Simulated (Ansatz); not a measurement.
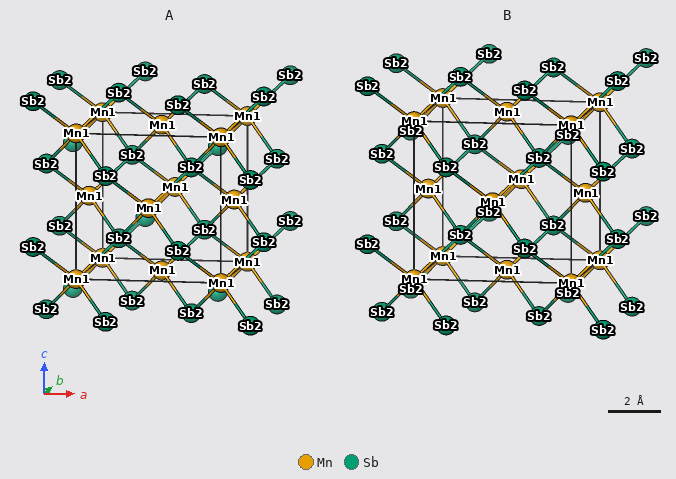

Two geometries of a crystal of MnSb (built on the zinc blende_216 type) (coarse preliminary run), drawn at one scale. One is the start of a relaxation, the other its converged end. The picture is a ball-and-stick view of the conventional cell (4 times the calculation's cell), seen slightly off an axis. Lengths and directions refer to the drawn axes.

All numbers below come from DFT PBE, scalar-relativistic, plane waves, PAW in Ansatz 0.2.0. Set-up: plane-wave cutoff 420 eV; k-point mesh 6 × 6 × 6; occupations gaussian; smearing width 0.1 eV; collinear spin; cell and atoms relaxed; force threshold 0.04 eV/Å; at most 70 steps.

Which of the two is the end point?

Structure B is the relaxed one. Case: zinc blende type (F-43m, No. 216). No atom moves by more than 0.005 Å relative to the cell. The volume changes by +27.6 %, with a = b = c 5.696 → 6.177 Å (+8.5 %). Some distances before and after: Mn1–Sb2 2.466 → 2.675 Å. The space group stays F-43m (No. 216). The energy falls by 0.477 eV per cell of the calculation in 3 accepted moves (5 points after the start). All forces vanish by symmetry, so only the cell relaxes. Pressure: 13.92 GPa at the start and 0.04 GPa at the end. The SCF was repeated twice at an unchanged geometry on a basis and grid sized afresh for the cell, which shifted the energy by 6.7 meV per cell of the calculation at most. The run took 24 s on 1 thread of Arm Neoverse V2, with other jobs on the host, peak memory 0.34 GiB.
